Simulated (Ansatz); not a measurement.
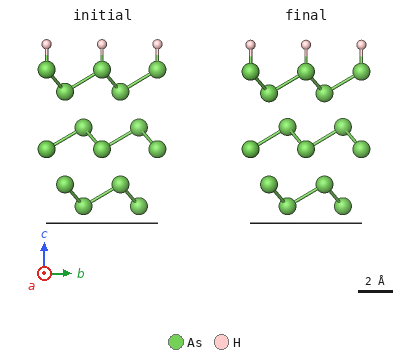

The structure of a slab of composition As$_{6}$H (cut from the R-3m phase) before (left) and after (right) a constrained relaxation, at one scale.

Style: ball-and-stick. Shown: the 2 × 2 repeat of the cell, outlined in the plane, without the vacuum, along the a axis.

Case: H put at a top As site. The slab is the (0 0 1) face of As with H on it. 3 atoms are held fixed.

Computed with DFT PBE+D3(BJ), scalar-relativistic, plane waves, PAW in Ansatz 0.2.0. Set-up: plane-wave cutoff 420 eV; k-point mesh 9 × 9 × 1; occupations gaussian; smearing width 0.1 eV; no spin polarisation; dipole correction; atoms relaxed in a fixed cell; force threshold 0.03 eV/Å; at most 70 steps.

Summarise the run.

The energy falls by 66.3 meV per cell of the calculation in 3 geometry steps. Largest force component: 1.5 eV/Å at the start, 0.017 eV/Å at the end. An As atom moves most: 0.12 Å along the normal (−c). By element the largest moves are As 0.12 Å, H 0.03 Å. The cell doesn't change. Some distances before and after: As–H 1.500 → 1.589 Å, As–As 2.534 → 2.551 Å, As–As 2.545 → 2.532 Å.

Limits of the set-up: the periodic images lie only 3.8 Å apart, so the values are limited by the cell's size.
